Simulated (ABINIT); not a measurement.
Optical-spectrum calculation of Cu (part 2 of 2)

Continued. System: Cu (Fm-3m, 1 atom in the cell). Method: Kohn-Sham DFT of a periodic cell, PBEsol, PseudoDojo NC SR PBEsol v0.4.1 standard, no spin polarisation (ABINIT 10.8.3); cutoff 1142.88 eV, 14×14×14 k-mesh, fermi-dirac of 0.136 eV. The structure derives from an entry of the Crystallography Open Database.

Geometry of the input (Å; fractional positions):
```
0.0000  1.8075  1.8075
1.8075  0.0000  1.8075
1.8075  1.8075  0.0000
Cu 0.0000  0.0000  0.0000
```

## Log, continued
```
--- !ResultsGS
iteration_state: {dtset: 1, }
comment   : Summary of ground state results
lattice_vectors:
- [  0.0000000,   3.4156800,   3.4156800, ]
- [  3.4156800,   0.0000000,   3.4156800, ]
- [  3.4156800,   3.4156800,   0.0000000, ]
lattice_lengths: [   4.83050,    4.83050,    4.83050, ]
lattice_angles: [ 60.000,  60.000,  60.000, ] # degrees, (23, 13, 12)
lattice_volume:   7.9700586E+01
convergence: {deltae: -2.842E-13, res2:  1.065E-15, residm:  2.324E-05, diffor: null, }
etotal    :  -1.89458122E+02
entropy   :   0.00000000E+00
fermie    :   3.61433828E-01
cartesian_stress_tensor: # hartree/bohr^3
- [  2.91906944E-04,   0.00000000E+00,   0.00000000E+00, ]
- [  0.00000000E+00,   2.91906944E-04,   0.00000000E+00, ]
- [  0.00000000E+00,   0.00000000E+00,   2.91906944E-04, ]
pressure_GPa:  -8.5882E+00
xred      :
- [  0.0000E+00,   0.0000E+00,   0.0000E+00, Cu]
cartesian_forces: # hartree/bohr
- [ -0.00000000E+00,  -0.00000000E+00,  -0.00000000E+00, ]
force_length_stats: {min:   0.00000000E+00, max:   0.00000000E+00, mean:   0.00000000E+00, }
...

 Integrated electronic density in atomic spheres:
 ------------------------------------------------
 Atom  Sphere_radius  Integrated_density
    1        2.00000         17.34368549
================================================================================

 ----iterations are completed or convergence reached----

 Mean square residual over all n,k,spin=   63.598E-10; max=  23.240E-06
 reduced coordinates (array xred) for    1 atoms
       0.000000000000      0.000000000000      0.000000000000
 rms dE/dt=  0.0000E+00; max dE/dt=  0.0000E+00; dE/dt below (all hartree)
    1       0.000000000000      0.000000000000      0.000000000000

 cartesian coordinates (angstrom) at end:
    1      0.00000000000000     0.00000000000000     0.00000000000000

 cartesian forces (hartree/bohr) at end:
    1     -0.00000000000000    -0.00000000000000    -0.00000000000000
 frms,max,avg= 0.0000000E+00 0.0000000E+00   0.000E+00  0.000E+00  0.000E+00 h/b

 cartesian forces (eV/Angstrom) at end:
    1     -0.00000000000000    -0.00000000000000    -0.00000000000000
 frms,max,avg= 0.0000000E+00 0.0000000E+00   0.000E+00  0.000E+00  0.000E+00 e/A
 length scales=  1.000000000000  1.000000000000  1.000000000000 bohr
              =  0.529177210544  0.529177210544  0.529177210544 angstroms
 Fermi (or HOMO) energy (hartree) =   0.36143   Average Vxc (hartree)=  -0.49948
 Eigenvalues (hartree) for nkpt= 280  k points:
 kpt#   1, nband= 14, wtk=  0.00219, kpt= -0.0357 -0.0714  0.0000 (reduced coord)
  -3.76558   -2.20366   -2.20354   -2.20353    0.01844    0.24969    0.25270    0.25277
   0.28153    0.28329    1.16035    1.22335    1.23724    1.27960
      occupation numbers for kpt#   1
   2.00000    2.00000    2.00000    2.00000    2.00000    2.00000    2.00000    2.00000
   2.00000    2.00000    0.00000    0.00000    0.00000    0.00000
 prteigrs : prtvol=0 or 1, do not print more k-points.

--- !EnergyTerms
iteration_state     : {dtset: 1, }
comment             : Components of total free energy in Hartree
kinetic             :  8.69157809963541E+01
hartree             :  5.63439370437845E+01
xc                  : -2.31026968416617E+01
Ewald energy        : -1.21142438924813E+02
psp_core            :  5.15759026617206E+00
local_psp           : -1.60211690552398E+02
non_local_psp       : -3.34179065940787E+01
internal            : -1.89457424606640E+02
'-kT*entropy'       : -6.96996084582772E-04
total_energy        : -1.89458121602725E+02
total_energy_eV     : -5.15541812436978E+03
band_energy         : -1.80058438727892E+01
...

 Cartesian components of stress tensor (hartree/bohr^3)
  sigma(1 1)=  2.91906944E-04  sigma(3 2)=  0.00000000E+00
  sigma(2 2)=  2.91906944E-04  sigma(3 1)=  0.00000000E+00
  sigma(3 3)=  2.91906944E-04  sigma(2 1)=  0.00000000E+00

-Cartesian components of stress tensor (GPa)         [Pressure= -8.5882E+00 GPa]
- sigma(1 1)=  8.58819880E+00  sigma(3 2)=  0.00000000E+00
- sigma(2 2)=  8.58819880E+00  sigma(3 1)=  0.00000000E+00
- sigma(3 3)=  8.58819880E+00  sigma(2 1)=  0.00000000E+00

================================================================================
== DATASET  2 ==================================================================

--- !DatasetInfo
iteration_state: {dtset: 2, }
dimensions: {natom: 1, nkpt: 280, mband: 26, nsppol: 1, nspinor: 1, nspden: 1, mpw: 1048, }
cutoff_energies: {ecut:  42.0, pawecutdg:  -1.0, }
electrons: {nelect:   1.90000000E+01, charge:   0.00000000E+00, occopt:   3.00000000E+00, tsmear:   4.99790782E-03, }
meta: {optdriver: 0, ionmov: 0, optcell: 0, iscf: -3, paral_kgb: 0, }
...

 mkfilename : getden/=0, take file _DEN from output of DATASET   1.

 Real(R)+Recip(G) space primitive vectors, cartesian coordinates (Bohr,Bohr^-1):
 R(1)=  0.0000000  3.4156800  3.4156800  G(1)= -0.1463837  0.1463837  0.1463837
 R(2)=  3.4156800  0.0000000  3.4156800  G(2)=  0.1463837 -0.1463837  0.1463837
 R(3)=  3.4156800  3.4156800  0.0000000  G(3)=  0.1463837  0.1463837 -0.1463837
 Unit cell volume ucvol=  7.9700586E+01 bohr^3
 Angles (23,13,12)=  6.00000000E+01  6.00000000E+01  6.00000000E+01 degrees

 getcut: wavevector=  0.0000  0.0000  0.0000  ngfft=  30  30  30
         ecut(hartree)=     42.000   => boxcut(ratio)=   2.13119
--------------------------------------------------------------------------------

================================================================================

--- !BeginCycle
iteration_state: {dtset: 2, }
solver: {iscf: -3, nstep: 120, nline: 4, wfoptalg: 0, }
tolerances: {tolwfr: 1.00E-12, }
...

     iter   Etot(hartree)      deltaE(h)  residm     vres2
 Non-SCF case, kpt    1 ( -0.03571 -0.07143  0.00000), residuals and eigenvalues=
  4.83E-13  2.84E-13  2.14E-13  3.46E-13  2.40E-13  9.27E-14  1.36E-13  1.24E-13
  7.30E-14  5.14E-14  5.50E-13  5.31E-13  7.50E-13  5.62E-13  7.05E-13  2.43E-13
  2.38E-13  7.07E-14  2.02E-13  4.72E-13  5.27E-13  4.27E-13  6.19E-13  4.39E-13
  1.47E-05  1.41E-04
 -3.7656E+00 -2.2037E+00 -2.2035E+00 -2.2035E+00  1.8441E-02  2.4969E-01
  2.5270E-01  2.5277E-01  2.8153E-01  2.8329E-01  1.1604E+00  1.2233E+00
  1.2372E+00  1.2796E+00  1.3894E+00  1.4266E+00  1.4391E+00  1.5351E+00
  1.6073E+00  1.6740E+00  1.7045E+00  1.8036E+00  1.8752E+00  2.3350E+00
  2.9110E+00  2.9533E+00
 prteigrs : prtvol=0 or 1, do not print more k-points.

--- !ResultsGS
iteration_state: {dtset: 2, }
comment   : Summary of ground state results
lattice_vectors:
- [  0.0000000,   3.4156800,   3.4156800, ]
- [  3.4156800,   0.0000000,   3.4156800, ]
- [  3.4156800,   3.4156800,   0.0000000, ]
lattice_lengths: [   4.83050,    4.83050,    4.83050, ]
lattice_angles: [ 60.000,  60.000,  60.000, ] # degrees, (23, 13, 12)
lattice_volume:   7.9700586E+01
convergence: {deltae:  0.000E+00, res2:  0.000E+00, residm:  9.991E-13, diffor:  0.000E+00, }
etotal    :  -1.89458122E+02
entropy   :   0.00000000E+00
fermie    :   3.61433825E-01
cartesian_stress_tensor: null
pressure_GPa: null
xred      :
- [  0.0000E+00,   0.0000E+00,   0.0000E+00, Cu]
cartesian_forces: null
force_length_stats: {min: null, max: null, mean: null, }
...

 Integrated electronic density in atomic spheres:
 ------------------------------------------------
 Atom  Sphere_radius  Integrated_density
    1        2.00000         17.34368550
================================================================================

 ----iterations are completed or convergence reached----

 Mean square residual over all n,k,spin=   36.809E-14; max=  99.908E-14
 reduced coordinates (array xred) for    1 atoms
       0.000000000000      0.000000000000      0.000000000000

 cartesian coordinates (angstrom) at end:
    1      0.00000000000000     0.00000000000000     0.00000000000000
 length scales=  1.000000000000  1.000000000000  1.000000000000 bohr
              =  0.529177210544  0.529177210544  0.529177210544 angstroms
 Eigenvalues (hartree) for nkpt= 280  k points:
 kpt#   1, nband= 26, wtk=  0.00219, kpt= -0.0357 -0.0714  0.0000 (reduced coord)
  -3.76558   -2.20366   -2.20354   -2.20353    0.01844    0.24969    0.25270    0.25277
   0.28153    0.28329    1.16035    1.22335    1.23724    1.27960    1.38940    1.42657
   1.43912    1.53511    1.60728    1.67403    1.70447    1.80363    1.87519    2.33497
   2.91104    2.95332
      occupation numbers for kpt#   1
   2.00000    2.00000    2.00000    2.00000    2.00000    2.00000    2.00000    2.00000
   2.00000    2.00000    0.00000    0.00000    0.00000    0.00000    0.00000    0.00000
   0.00000    0.00000    0.00000    0.00000    0.00000    0.00000    0.00000    0.00000
   0.00000    0.00000
 prteigrs : prtvol=0 or 1, do not print more k-points.

--- !EnergyTerms
iteration_state     : {dtset: 2, }
comment             : Components of total free energy in Hartree
kinetic             :  8.69157807193395E+01
hartree             :  5.63439370437845E+01
xc                  : -2.31026968416617E+01
Ewald energy        : -1.21142438924813E+02
psp_core            :  5.15759026617206E+00
local_psp           : -1.60211690552398E+02
non_local_psp       : -3.34179064264388E+01
internal            : -1.89457424716015E+02
'-kT*entropy'       : -6.96996083118975E-04
total_energy        : -1.89458121712098E+02
...

--- !EnergyTermsDC
iteration_state     : {dtset: 2, }
comment             : '"Double-counting" decomposition of free energy'
band_energy         : -1.80058439261296E+01
Ewald energy        : -1.21142438924813E+02
psp_core            :  5.15759026617206E+00
xc_dc               : -5.54667320218659E+01
internal            : -1.89457424606636E+02
'-kT*entropy'       : -6.96996083118975E-04
total_energy_dc     : -1.89458121602719E+02
...

================================================================================
== DATASET  3 ==================================================================

--- !DatasetInfo
iteration_state: {dtset: 3, }
dimensions: {natom: 1, nkpt: 280, mband: 22, nsppol: 1, nspinor: 1, nspden: 1, mpw: 1048, }
cutoff_energies: {ecut:  42.0, pawecutdg:  -1.0, }
electrons: {nelect:   1.90000000E+01, charge:   0.00000000E+00, occopt:   3.00000000E+00, tsmear:   4.99790782E-03, }
meta: {optdriver: 8, wfk_task: 7, }
...

 mkfilename : getwfk/=0, take file _WFK from output of DATASET   2.

--------------------------------------------------------------------------------

 Computation of velocity matrix elements (DDK)

 Parameters extracted from the Abinit header:
    ecut:     42.0
    nkpt:    10976
    mband:   26
    nsppol:  1
    nspinor: 1
    useylm:  0
    inclvkb: 2
    bmin: 1, bmax: 26
    Computing diagonal and off-diagonal matrix elements
    Between band index bmin: 1, bmax: 26

== END DATASET(S) ==============================================================
================================================================================

 -outvars: echo values of variables after computation  --------
            acell      1.0000000000E+00  1.0000000000E+00  1.0000000000E+00 Bohr
           etotal1    -1.8945812160E+02
           etotal2    -1.8945812160E+02
           etotal3     0.0000000000E+00
            fcart1    -0.0000000000E+00 -0.0000000000E+00 -0.0000000000E+00
            fcart3     0.0000000000E+00  0.0000000000E+00  0.0000000000E+00
            rprim      0.0000000000E+00  3.4156799703E+00  3.4156799703E+00
                       3.4156799703E+00  0.0000000000E+00  3.4156799703E+00
                       3.4156799703E+00  3.4156799703E+00  0.0000000000E+00
           strten1     2.9190694403E-04  2.9190694403E-04  2.9190694403E-04
                       0.0000000000E+00  0.0000000000E+00  0.0000000000E+00
           strten3     0.0000000000E+00  0.0000000000E+00  0.0000000000E+00
                       0.0000000000E+00  0.0000000000E+00  0.0000000000E+00
 Calculation completed.
```

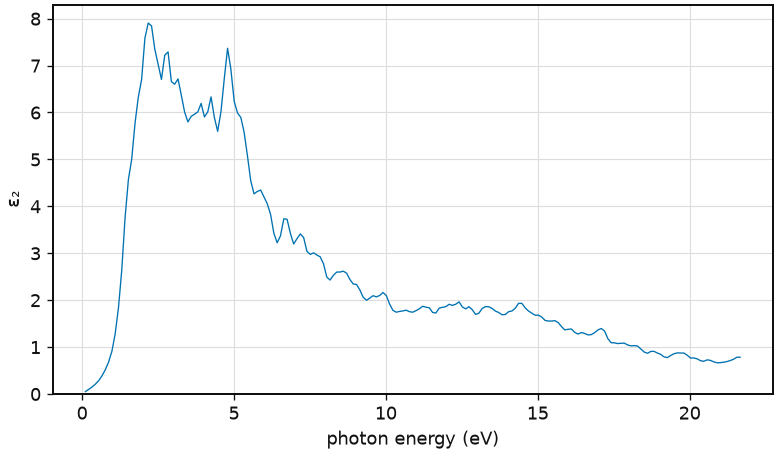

Figure 1. Imaginary part of the dielectric function (first component that the program prints). The highest peak, 7.9, lies at 2.18 eV.

## Key numbers

| quantity | value |
| --- | --- |
| outcome | converged |
| space group (tolerance 0.01 Å) | Fm-3m (225) |
| electrons treated | 19 |
| free energy | −5155.4181 eV |
| Fermi energy | 9.835 eV |
| gap on the k-point mesh | none (metallic) |
| pressure | −8.59 GPa |
| largest force (length of the vector) | under 0.001 eV/Å |
| wall time | 7.5 min |
| peak memory | 5.5 GiB |

Points of doubt noted for this run: no intraband term. The cell is under a tension of 8.6 GPa at this level, so it is not at its equilibrium volume.
